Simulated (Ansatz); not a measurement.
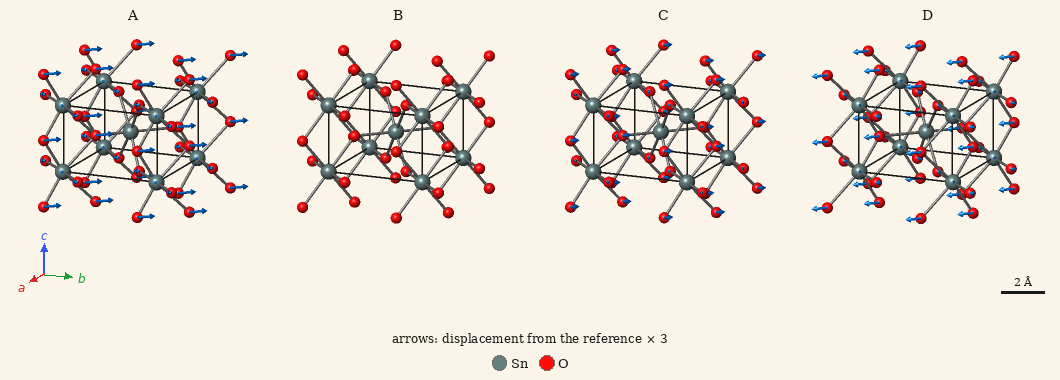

Energy scan for crystalline SnO2 (P4_2/mnm), in which a normal mode at the zone centre (one arbitrary combination within a set of 2 degenerate modes) is frozen in with the cell fixed, the amplitude being the largest displacement of an atom. Style: ball-and-stick. Shown: the cell of the calculation, slightly off an axis. Blue arrows: displacements from the reference.

Level of theory: DFT PBE, scalar-relativistic, plane waves, PAW in Ansatz. (plane-wave cutoff 420 eV; k-point mesh 6 × 6 × 8; occupations gaussian; smearing width 0.05 eV; no spin polarisation). Energies (free energies at the smearing named) are counted from the relaxed crystal.

Question: Rank the frames from lowest to highest energy.

Answer: Lowest first: B (the amplitude 0.00 Å, 0.00 eV/cell), C (the amplitude −0.15 Å, 0.49 eV/cell), D (the amplitude 0.2625 Å, 1.60 eV/cell), A (the amplitude −0.30 Å, 2.14 eV/cell). Over the whole scan: the harmonic wavenumber of the mode is 548 cm⁻¹, a stable vibration. The lowest computed point lies at the amplitude 0.00 Å (0.00 eV/cell). The well is symmetric. At the highest point the shortest interatomic distance is 1.77 Å, against 2.09 Å in the reference.
